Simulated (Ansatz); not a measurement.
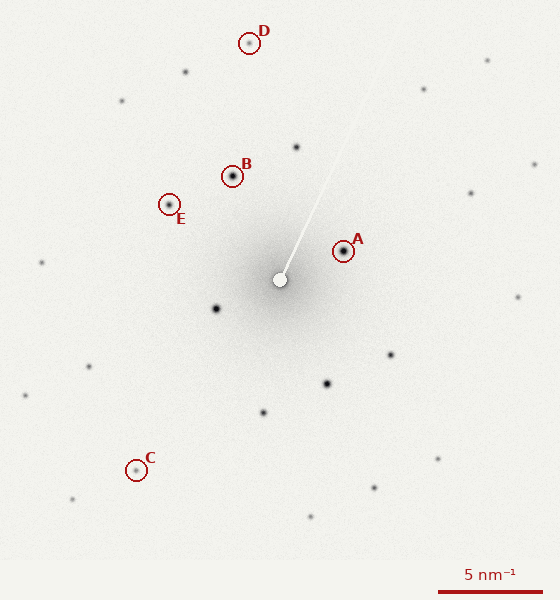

Computed electron diffraction pattern, 80 kV, single scattering only, B = 1 Å². The zone axis points towards the electron source and the pattern is seen from the source side.

Crystal: Co, space group Fd-3m (No. 227), a = 5.14 Å. Structure: coordinates from a relaxation with Ansatz 0.2.0, DFT, RPBE, plane waves (420 eV) with PAW, scalar-relativistic; the starting structure was generated, so it need not be a known form of this composition.

Spot A is indexed -1 1 1 and spot B 0 -2 2.

Index the other marked spots.

Answer. C = −3A − B = 3 -1 -5 (d = 0.869 Å). D = A + 2B = -1 -3 5 (d = 0.869 Å). E = −A + B = 1 -3 1 (d = 1.549 Å).

Which zone axis is this?

Answer. The cross product of A and B is parallel to [211]; every spot obeys hu + kv + lw = 0.
